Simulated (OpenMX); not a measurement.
Input file:

```
System.CurrrentDirectory             ./
System.Name                          Si2Mo
DATA.PATH                            ./DFT_DATA13
level.of.stdout                      1
level.of.fileout                     1
Species.Number                       2
<Definition.of.Atomic.Species
  Mo  Mo7.0-s3p2d2           Mo_PBE13
  Si  Si7.0-s2p2d1           Si_PBE13
Definition.of.Atomic.Species>

Atoms.Number                         3
Atoms.SpeciesAndCoordinates.Unit     FRAC
<Atoms.SpeciesAndCoordinates
    1  Mo    0.0000000000    0.0000000000    0.0000000000   7.000  7.000
    2  Si    0.6670000000    0.6670000000    0.0000000000   2.000  2.000
    3  Si    0.3330000000    0.3330000000    0.0000000000   2.000  2.000
Atoms.SpeciesAndCoordinates>

Atoms.UnitVectors.Unit               Ang
<Atoms.UnitVectors
    -1.6000000000    1.6000000000    3.9305000000
     1.6000000000   -1.6000000000    3.9305000000
     1.6000000000    1.6000000000   -3.9305000000
Atoms.UnitVectors>

scf.XcType                           GGA-PBE
scf.SpinPolarization                 off
scf.ElectronicTemperature            580.226
scf.energycutoff                     400.0
scf.maxIter                          100
scf.EigenvalueSolver                 band
scf.Kgrid                            13 13 13
scf.Mixing.Type                      rmm-diisk
scf.Init.Mixing.Weight               0.05
scf.Min.Mixing.Weight                0.001
scf.Max.Mixing.Weight                0.3
scf.Mixing.History                   25
scf.Mixing.StartPulay                8
scf.criterion                        1.0e-8
scf.stress.tensor                    on
MD.Type                              nomd
Band.dispersion                      on
Band.Nkpath                          11
<Band.kpath
   13   0.000000  0.000000  0.000000   -0.500000  0.500000  0.000000  G X
    4  -0.500000  0.500000  0.000000   -0.500000  0.500000 -0.082854  X Y
    8  -0.500000  0.500000 -0.082854   -0.291427  0.291427 -0.291427  Y S
   11  -0.291427  0.291427 -0.291427    0.000000  0.000000  0.000000  S G
    7   0.000000  0.000000  0.000000    0.500000  0.500000 -0.500000  G Z
    8   0.500000  0.500000 -0.500000    0.291427  0.708573 -0.708573  Z S1
    4   0.291427  0.708573 -0.708573    0.000000  0.500000 -0.500000  S1 N
    9   0.000000  0.500000 -0.500000   -0.250000  0.750000 -0.250000  N P
    4  -0.250000  0.750000 -0.250000    0.082854  0.917146 -0.500000  P Y1
   11   0.082854  0.917146 -0.500000    0.500000  0.500000 -0.500000  Y1 Z
    4  -0.500000  0.500000  0.000000   -0.250000  0.750000 -0.250000  X P
Band.kpath>
```

Launched as:

```sh
openmx Si2Mo.dat -nt 1 > Si2Mo.std
```

Below, planes, directions and counts refer to the conventional cell (a = 3.20 Å, b = 3.20 Å, c = 7.86 Å, α = 90.00°, β = 90.00°, γ = 90.00°).

Space group I4/mmm; computed pressure about 4 GPa in this cell.

All numbers below come from Kohn-Sham DFT of a periodic cell, PBE, OpenMX 2013 PBE set in OpenMX 3.8.5.

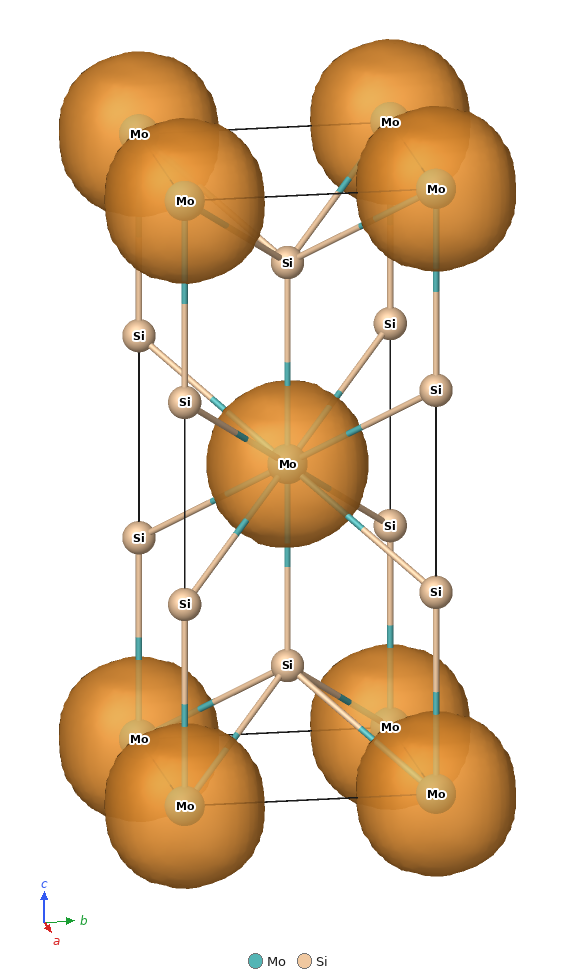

Si2Mo. Isosurface of the valence electron density at 0.6 e/Å³ (orange), seen slightly off an axis. Sticks mark near contacts.

**What does this surface tell about the bonding?**

At this value the density breaks into separate islands; it holds about 45 % of the electrons treated as valence. It bridges none of the near contacts. It is pinched off along the shortest Si–Mo (2.62 Å) contacts. On the grid the lowest density along these lines, outside the cores, is 0.39 e/Å³ (Si–Mo, 2.62 Å).
